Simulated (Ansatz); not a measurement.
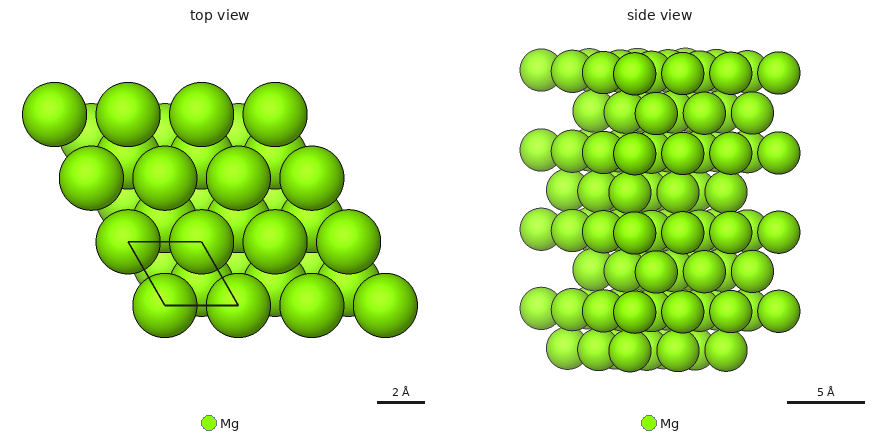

Mg(001) (P6_3/mmc bulk, the cell from a database of computed structures, not from a measurement, 8 atomic planes (those closer than 0.6 Å count as one), 18 Å), seen from above and from the side.

All numbers here come from DFT PBE, scalar-relativistic, plane waves, PAW in Ansatz 0.2.0. Cutoff 420 eV, 18 × 18 k-points, Gaussian smearing 0.1 eV, dipole correction. The slab is a cut without reconstruction beyond its cell, at the source's lattice constants, with its lower half held fixed and the rest relaxed. This isn't the element's usual hcp form. No spin polarisation. The run couldn't confirm all of its levels under its output density.

Model: Tersoff–Hamann, s-wave tip, no tip–sample forces. Bias windows are sharp sums over the levels of the k mesh.

```
Mg
1.0
     3.17683    0.00000    0.00000
    -1.58841    2.75121    0.00000
     0.00000    0.00000   36.05801
Mg
8
Direct
  0.33333 0.66667 0.24960
  0.00000 0.00000 0.32114
  0.66667 0.33333 0.39268
  0.00000 0.00000 0.46423
  0.33333 0.66667 0.53565
  0.00000 0.00000 0.60757
  0.66667 0.33333 0.67928
  0.00000 0.00000 0.75212
```

Describe the constant-current image at a set point of 9.9 × 10⁻⁴ e/Å³ at a sample bias of +1.00 V.

Answer. The brightest spots lie over the top Mg atoms; the darkest points are over the sites above the Mg atoms 2.6 Å below the top plane. The corrugation is 5 pm at a mean tip height of 3.0 Å. So weak a contrast (5 pm) depends on the k-mesh and on the tip.

The computed image, with the atoms seen from above drawn over one corner (deeper ones smaller):

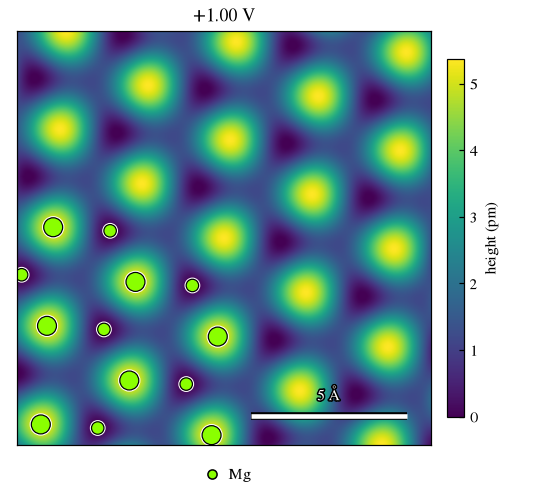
